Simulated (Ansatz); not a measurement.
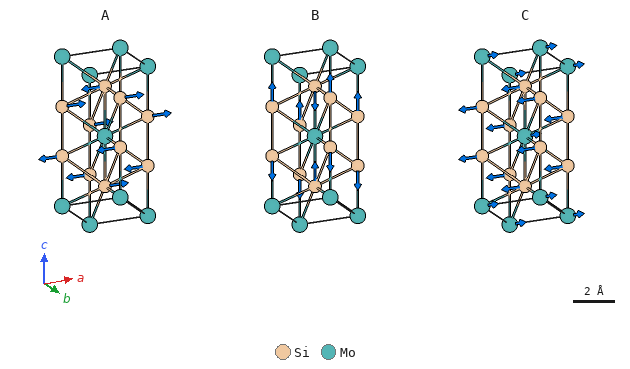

Modes of crystalline Si2Mo relaxed at 3 GPa, space group I4/mmm (No. 139), at the zone centre (one member of each degenerate set). Displacements are drawn as blue arrows; their common scale and sign are arbitrary. A ball-and-stick model of the conventional cell (2 times the calculation's cell), seen from a free direction. Lengths and directions refer to the drawn axes.

All numbers below come from Ansatz 0.2.0, DFT LDA, scalar-relativistic, plane waves, PAW.

The frequencies depend somewhat on the k-mesh and the smearing.

Which are infrared-active and which Raman-active?

Answer. A is E_g, Raman-active by symmetry (341 cm⁻¹). B is A₁g, Raman-active by symmetry (445 cm⁻¹). C is E_u, infrared-active by symmetry (287 cm⁻¹). The crystal has a centre of inversion, so no mode is both. In a metal the free carriers screen the infrared response.
